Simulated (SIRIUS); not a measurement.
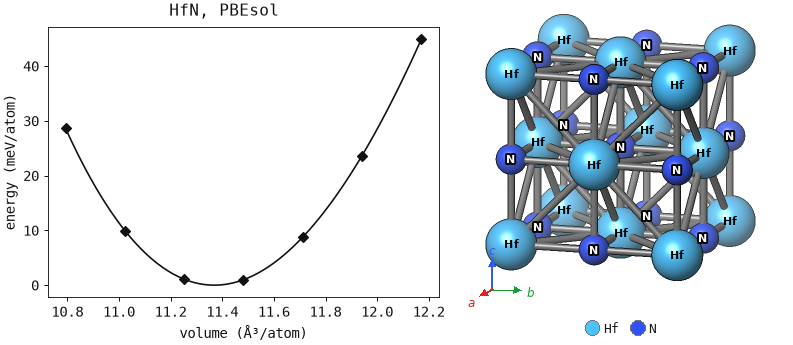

The plot gives the computed energy against volume for HfN, space group Fm-3m (No. 225). The conventional cell is drawn beside the plot.

Cell as given: a = 3.190 Å, b = 3.190 Å, c = 3.190 Å, α = 60.00°, β = 60.00°, γ = 60.00°; 2 atoms.

How it was computed, with SIRIUS 7.12.0: plane-wave DFT, no spin polarisation; energies at scaled volumes of the given cell, shape and fractions fixed, counted from the fit's minimum, third-order Birch-Murnaghan fit. Level: PBEsol.

```json
{"setting": "k mesh", "value": "10×10×10"}
{"setting": "occupations", "value": "Fermi–Dirac"}
{"setting": "smearing width", "value": "0.05 eV"}
{"setting": "potentials", "value": "dojo sr pbesol 0.4.1 standard"}
{"setting": "wave cutoff", "value": "1152 eV"}
{"setting": "density cutoff", "value": "4606 eV"}
```

This calculation gives: equilibrium volume 11.37 Å³/atom and bulk modulus 287 GPa.

Now Hf is replaced by Y on all its sites, which gives YN in the same structure. The second calculation uses k mesh 9×9×9. How do these quantities change?

The equilibrium volume rises from 11.37 to 14.32 Å³/atom (+26 %) and the bulk modulus falls from 287 to 171 GPa (−40 %).

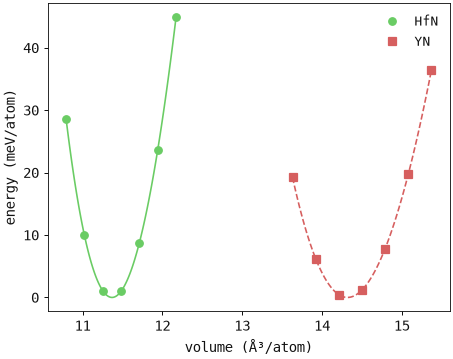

The two results together.

V0 and the bulk modulus come from third-order Birch–Murnaghan fits.
